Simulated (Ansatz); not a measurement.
# Si16C15 (cell with a defect): what the fields show

Input file:

```
crystal:
  lattice:
    - [4.3797259441, 4.3797259441, 4.3797259441]
    - [-4.3797259441, -4.3797259441, 4.3797259441]
    - [4.3797259441, -4.3797259441, -4.3797259441]
  atoms:
    - { symbol: Si, position: [0.25, 0.25, 0.75] }
    - { symbol: Si, position: [0.5, 0.0, 0.75] }
    - { symbol: Si, position: [0.25, 0.5, 0.5] }
    - { symbol: Si, position: [0.5, 0.25, 0.5] }
    - { symbol: Si, position: [0.75, 0.0, 0.5] }
    - { symbol: Si, position: [0.75, 0.75, 0.75] }
    - { symbol: Si, position: [0.0, 0.5, 0.75] }
    - { symbol: Si, position: [0.25, 0.0, 0.0] }
    - { symbol: Si, position: [0.25, 0.75, 0.25] }
    - { symbol: Si, position: [0.5, 0.5, 0.25] }
    - { symbol: Si, position: [0.75, 0.25, 0.25] }
    - { symbol: Si, position: [0.0, 0.0, 0.25] }
    - { symbol: Si, position: [0.0, 0.75, 0.5] }
    - { symbol: Si, position: [0.5, 0.75, 0.0] }
    - { symbol: Si, position: [0.75, 0.5, 0.0] }
    - { symbol: Si, position: [0.0, 0.25, 0.0] }
    - { symbol: C, position: [0.5, 0.0, 0.5] }
    - { symbol: C, position: [0.25, 0.5, 0.25] }
    - { symbol: C, position: [0.5, 0.25, 0.25] }
    - { symbol: C, position: [0.75, 0.0, 0.25] }
    - { symbol: C, position: [0.75, 0.75, 0.5] }
    - { symbol: C, position: [0.0, 0.5, 0.5] }
    - { symbol: C, position: [0.25, 1.0, 0.75] }
    - { symbol: C, position: [0.25, 0.75, 0.0] }
    - { symbol: C, position: [0.5, 0.5, 0.0] }
    - { symbol: C, position: [0.75, 0.25, 0.0] }
    - { symbol: C, position: [0.0, 0.0, 0.0] }
    - { symbol: C, position: [0.0, 0.75, 0.25] }
    - { symbol: C, position: [0.5, 0.75, 0.75] }
    - { symbol: C, position: [0.75, 0.5, 0.75] }
    - { symbol: C, position: [0.0, 0.25, 0.75] }
  host:
    lattice:
      - [0.0, 2.189862972, 2.189862972]
      - [2.189862972, 0.0, 2.189862972]
      - [2.189862972, 2.189862972, 0.0]
    atoms:
      - { symbol: Si, position: [0.25, 0.25, 0.25] }
      - { symbol: C, position: [0.0, 0.0, 0.0] }
basis:
  ecutwfc: 420
  xc_grid: 2
kpoints:
  mp_grid: { grid: [2, 2, 2], shift: [0.5, 0.5, 0.5] }
hamiltonian:
  xc: pbe
scf:
  occupations: { method: gaussian, width: 0.01 }
output:
  forces: true
  stress: false
  eigenvalues: true
  charged_corrections:
    defect_position: [0.25, 0.25, 0.5]
    epsilon: [[10.3878, 0.0, 0.0], [0.0, 10.3878, 0.0], [0.0, 0.0, 10.3878]]
  write_density: true
  write_potential: true
  elf: true
  volumetric_format: npy
relax:
  adjacent_minimum: "off"
  f_tol: 0.025
  max_steps: 45
```

Command:

```sh
ansatz run input.yaml --threads 4 --pin off --max-ram 10240MiB --backend cpu --events-out ev --progress --plain --runs-dir out
```

Computed with Ansatz, DFT PBE, scalar-relativistic, plane waves, PAW.

Core electrons are frozen (PAW), and the valence fields are smoothed inside the atomic spheres.

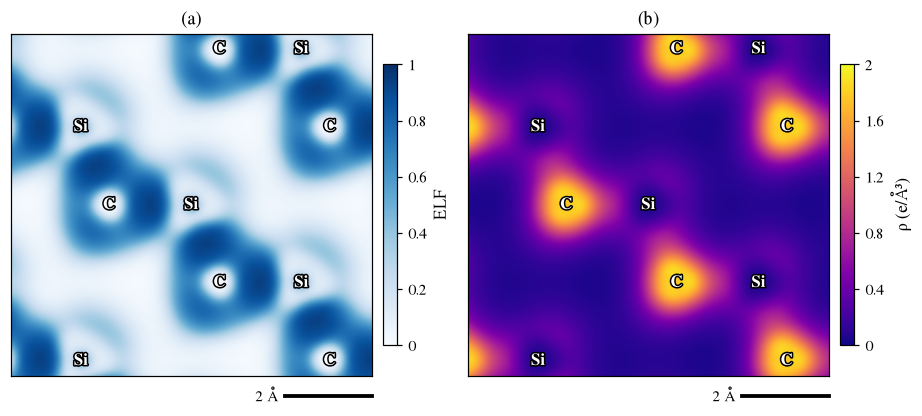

Figure 1. (a) ELF; (b) valence charge density (pseudo) on the (100) plane of the calculation cell.

Describe what can be read from this map.

Answer. The plane passes through Si and C nuclei. Si–C (1.89 Å): ρ is about 0.88 e/Å³ halfway; the ELF peaks at about 0.95 between the atoms. Between the atoms the lowest density in this plane is 0.05 e/Å³.

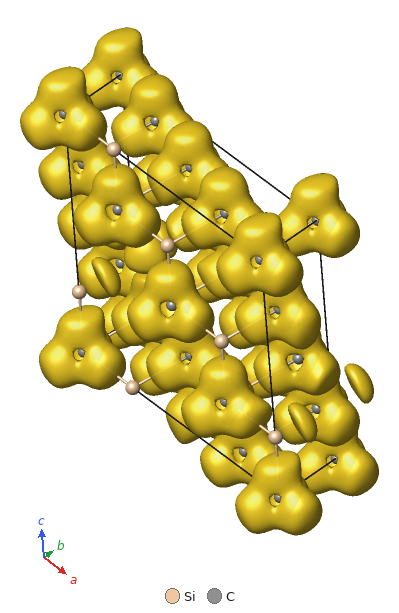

Figure 2. Isosurface of the electron localisation function at 0.7 (yellow), seen slightly off an axis. Core shells and regions of very low density are left out. Sticks mark near contacts.

Identify the bonds, lone pairs and shells in this picture.

Answer. The ELF exceeds this value in 15 regions on C in which the atom's valence shell and bonds are merged and four lobes on Si, pointing away from the bonds (lone pairs), counted in one cell of 31 atoms. Regions shared between cells count once.

Does the calculation make it a metal, or give it a gap?

Answer. It is metallic or semimetallic at this level of theory: no gap opens.
